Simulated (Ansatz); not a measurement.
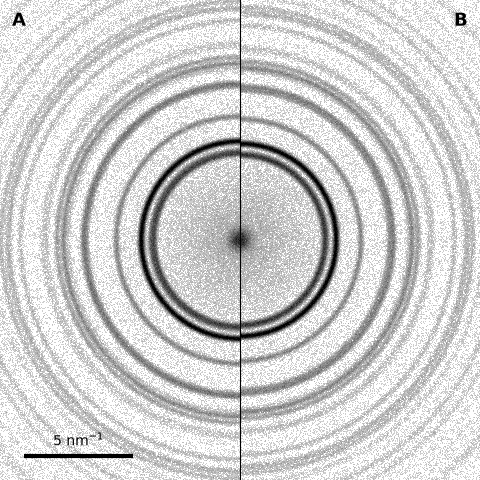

Simulated electron diffraction rings at 80 kV (λ = 0.0418 Å), scale in nm⁻¹ (radius = 1/d), for a fine-grained powder without texture. Kinematic intensities with B = 1.0 Å² for all atoms, without multiple scattering; brightness goes as intensity to the power 0.4, clipped at the top, with counting noise. Reflections closer than the ring width show as one ring. The left and right halves show two different samples, each scaled to its strongest ring.

Both are Ta in P6_3/mmc, with cells of different size. Origins: A, the end point of a relaxation with DFT, LDA (PW92), plane waves (420 eV) with PAW, scalar-relativistic (Ansatz 0.2.0); the starting structure was generated, so it need not be a known form of this composition; B, the input geometry of an electronic-structure calculation (not necessarily at equilibrium); the starting structure was generated, so it need not be a known form of this composition.

**Which half has the larger cell, and by how much?**

Half B: the volume of B is 7.4 % larger than that of A, and a larger cell draws the rings inwards on average.
A: a = 2.836 Å, b = 2.836 Å, c = 5.076 Å, α = 90.00°, β = 90.00°, γ = 120.00°; 002 + 100 at 3.99 nm⁻¹ (d = 2.54 + 2.46 Å), 101 at 4.52 nm⁻¹ (d = 2.21 Å), 102 at 5.67 nm⁻¹ (d = 1.765 Å), 110 + 103 at 7.13 nm⁻¹ (d = 1.418 + 1.393 Å).
B: a = 2.912 Å, b = 2.912 Å, c = 5.169 Å, α = 90.00°, β = 90.00°, γ = 120.00°; 002 + 100 at 3.91 nm⁻¹ (d = 2.58 + 2.52 Å), 101 at 4.41 nm⁻¹ (d = 2.27 Å), 102 at 5.54 nm⁻¹ (d = 1.805 Å), 110 + 103 at 6.96 nm⁻¹ (d = 1.456 + 1.423 Å).
